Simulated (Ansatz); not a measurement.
## C: geometry relaxation

The run: geometry relaxation of C (R-3m, 2 atoms in the cell). Method and program: DFT, PBE, dispersion d3bj, paw_fr, spin-orbit coupling (Ansatz 0.2.0).

The structure derives from an entry of the Crystallography Open Database. The run did not end well.

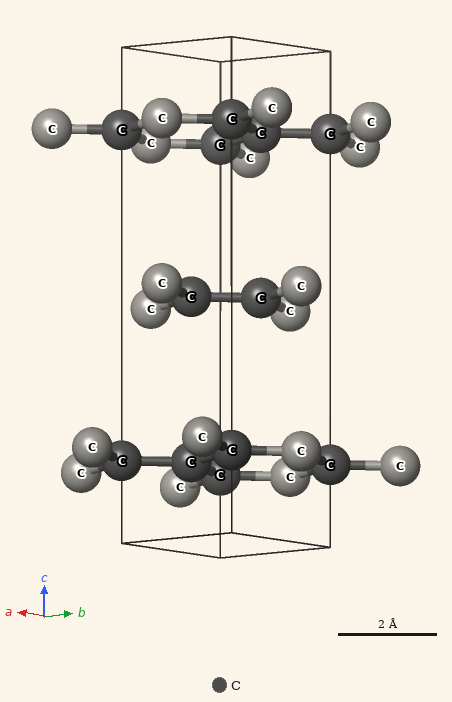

**Figure 1.** The starting structure (ball-and-stick view of the cell 3 times as large as that of the calculation, set on its symmetry axes, seen at an oblique angle; neighbours outside the cell are drawn fainter). Near neighbours in the crystal (not all of them lie inside the picture): C has 3 C at 1.44 Å.

Outcome

```json
{"quantity": "outcome", "value": "stopped at the time limit"}
{"quantity": "space group (tolerance 0.01 Å)", "value": "R-3m (166)"}
{"quantity": "hardware", "value": "1 thread of Intel Xeon (Granite Rapids), 64 GiB of memory available, shared host"}
{"quantity": "wall time", "value": "55 s"}
{"quantity": "peak memory", "value": "1.3 GiB"}
```

Diagnosis

Settings chosen away from the usual ones: hamiltonian.pseudopotentials set to {"kind": "paw_fr"}; magnetization set to {"noncollinear": true, "spin_orbit": true}; relax.f_tol set to 0.05 (from 0.01); relax.max_displacement set to 0.3; crystal.symmetry set to {"detect": false}. The run was cut off by its time limit, so the output is incomplete.

The input
```yaml
crystal:
  lattice:
    - [1.2452690068, 0.7189563963, 3.4771846632]
    - [-1.2452690068, 0.7189563963, 3.4771846632]
    - [0.0, -1.4379127926, 3.4771846632]
  atoms:
    - { symbol: C, position: [0.8333982387, 0.8333982387, 0.8333982387] }
    - { symbol: C, position: [0.1666017613, 0.1666017613, 0.1666017613] }
  symmetry: { detect: false }
basis:
  ecutwfc: 420
kpoints:
  mp_grid: { grid: [12, 12, 12] }
hamiltonian:
  xc: pbe
  dispersion: d3bj
  pseudopotentials: { kind: paw_fr }
scf:
  occupations: { method: gaussian, width: 0.02 }
output:
  forces: true
  eigenvalues: true
  stress: true
relax:
  adjacent_minimum: "off"
  f_tol: 0.05
  max_steps: 30
  cell: { stress_tol: 0.1, fix: [volume] }
  max_displacement: 0.3
magnetization:
  noncollinear: true
  spin_orbit: true
```

Run as:
```bash
ansatz run input.yaml --threads 1 --pin off --max-ram 2560MiB --backend cpu --events-out ev --progress --plain --runs-dir out
```

Log
```
basis.fft_grid_basis auto: the FFT boxes are laid along the combinations [[1, 0, -1], [0, 1, -1], [0, 0, 1]] of the cell's own vectors, 2.491, 2.491 and 3.763 Å long. The dense box has 18×18×27 points. Along the cell's own vectors, as sized, it would have 27×27×27, 2.25 times as many. Of the 12 symmetry operations that the crystal satisfies within crystal.symmetry.tolerance (time reversal apart; of a slab, those that keep its plane) the dense box along the cell's own vectors carries 12, and the one as laid loses 8 of those. basis.fft_grid_basis: typed keeps the cell's own vectors: state it where this run's energies or levels are differenced outside the engine with another run's, or held beside a run that keeps those vectors.
the start keeps a symmetry that the run doesn't impose, so 2 atoms are moved at random by 1.00e-2 Å, to let the relaxation leave a saddle point. relax.escape_saddle: false keeps them in place
Engine: ansatz 0.2.0, x86_64-unknown-linux-gnu
Pseudopotentials: kind: paw_fr
Pseudopotential: C, paw_fr, valence charge 4, recommended cutoff 420 eV (normal), C.paw.azcp#standard-fr
Functional definition: PBE
  parameter kappa = 0.804
  parameter beta = 0.06672455060314922
  exchange = pbe_x(kappa = kappa, mu = beta*pi^2/3)
  correlation = pbe_c(beta = beta)
non-collinear run that drives no moment, with spin-orbit: no starting moment large enough to seed its density (crystal.atoms[].spin), no starting occupations that ask for one, no magnetisation constraint and no magnetic field, so the semilocal B_xc is pinned to zero
Crystal: 2 atoms, lattice volume = 18.679 Å³
Basis set: ecut = 420 eV, 359 PW (Γ), FFT grids on a1−a3, a2−a3, a3, exchange–correlation on 36×36×54 points (8 copies of the dense FFT grid, shifted against one another)
Bands: 16, of which v1, the nominal top of the filled ones, is band 8 counted from 1 (7 counted from 0)
Symmetry: 1 space group operations
k-points: 1728
Projection manifold: j_resolved (fully-relativistic pseudo-atomic orbitals)
Non-local potential: C, projectors of the file, l = 0: 2, l = 1: 4, l = 2: 2
PAW form: soft (Blöchl's): semilocal exchange-correlation on the pseudo side does not see the compensation charge
PAW one-centre angular grid: C, 110 points (default); XC on 64 Gauss nodes
Initial density: superposition of atomic densities (chi_scale 0.1, normalization cell)
Initial wavefunctions: pseudopotential atomic-orbital guess
Functional: x = pbe(κ = 0.804, μ = 0.2195149727645171), c = pbe(β = 0.06672455060314922)
SCF iter   1: F=—  HF=-503.082492 eV  |F-HF|=—  |Δ(HF+E_count)|=         —  Δρ=1.21e-1  dr2=2.40e0  dr2_m=1.46e-12 (ungated)  ethr=3.10e-3  |M|=5.89e-9 ∫|m|=1.78e-6 μB  |m|>n=0.0e0 m-floor=0.0e0 τ_xc=0.0e0  β_m=0.30  ⟨swp⟩=6.2  Hψ=174774  notcnv=0
preconditioner: auto → none  [insulator: Δε(μ)=0.161 eV  Ē_g=18.778 eV  σ=0.020 eV  W_gap=1.00  n_scr=2 (ndim 8)  ℏωp=24.3 eV  f_vac=0.000  D(μ)=0.00/eV (n_scr^D=0)  ε∞_Penn≈2.7]
SCF iter   2: F=—  HF=-502.414147 eV  |F-HF|=—  |Δ(HF+E_count)|=   6.68e-1  Δρ=7.40e-2  dr2=7.95e-1  dr2_m=1.13e-13 (ungated)  ethr=3.10e-3  |M|=1.04e-8 ∫|m|=1.38e-7 μB  |m|>n=0.0e0 m-floor=0.0e0 τ_xc=0.0e0  β_m=0.50  ⟨swp⟩=2.4  Hψ=61718  notcnv=0  defer=5164
SCF iter   3: F=—  HF=-502.142685 eV  |F-HF|=—  |Δ(HF+E_count)|=   2.71e-1  Δρ=1.01e-2  dr2=6.28e-3  dr2_m=1.34e-13 (ungated)  ethr=3.10e-3  |M|=1.15e-8 ∫|m|=4.83e-8 μB  |m|>n=0.0e0 m-floor=0.0e0 τ_xc=0.0e0  β_m=0.72  ⟨swp⟩=2.4  Hψ=48936  notcnv=0  defer=5146
SCF iter   4: F=—  HF=-502.144517 eV  |F-HF|=—  |Δ(HF+E_count)|=   1.83e-3  Δρ=7.72e-4  dr2=1.06e-4  dr2_m=2.45e-13 (ungated)  ethr=7.85e-5  |M|=8.29e-9 ∫|m|=5.11e-8 μB  |m|>n=0.0e0 m-floor=0.0e0 τ_xc=0.0e0  β_m=0.69  ⟨swp⟩=3.0  Hψ=56191  notcnv=0  defer=4800
SCF iter   5: F=—  HF=-502.144499 eV  |F-HF|=—  |Δ(HF+E_count)|=   1.77e-5  Δρ=1.10e-4  dr2=9.57e-7  dr2_m=2.40e-14 (ungated)  ethr=1.32e-6  |M|=4.53e-9 ∫|m|=2.47e-8 μB  |m|>n=0.0e0 m-floor=0.0e0 τ_xc=0.0e0  β_m=0.82  ⟨swp⟩=2.1  Hψ=35690  notcnv=0  defer=4800
SCF iter   6: F=—  HF=-502.144500 eV  |F-HF|=—  |Δ(HF+E_count)|=   9.08e-7  Δρ=3.17e-5  dr2=1.69e-7  dr2_m=2.73e-16 (ungated)  ethr=1.25e-9  |M|=1.73e-13 ∫|m|=1.74e-10 μB  |m|>n=0.0e0 m-floor=0.0e0 τ_xc=0.0e0  β_m=0.71  ⟨swp⟩=10.6  Hψ=162459  notcnv=0
```

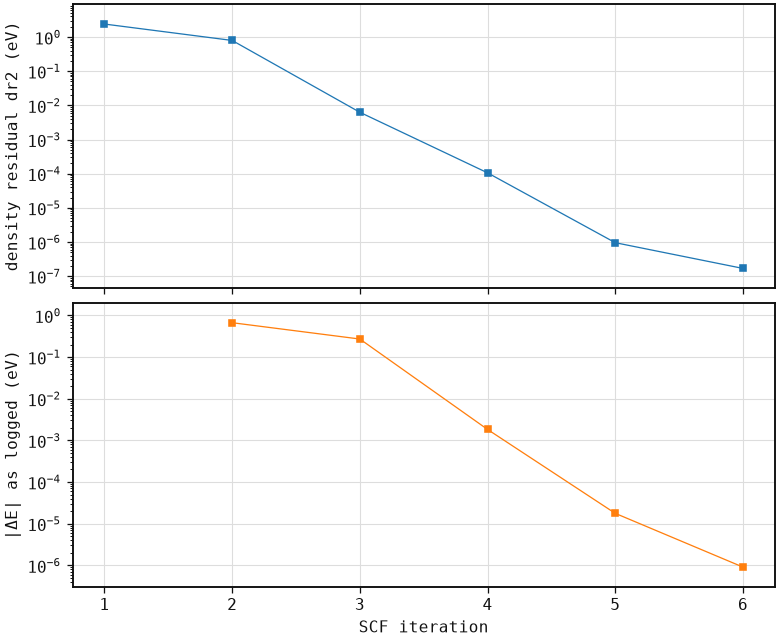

**Figure 2.** Convergence of the self-consistent field: density residual dr2 and size of the energy change against the SCF iteration. The run ended after 6 iterations.
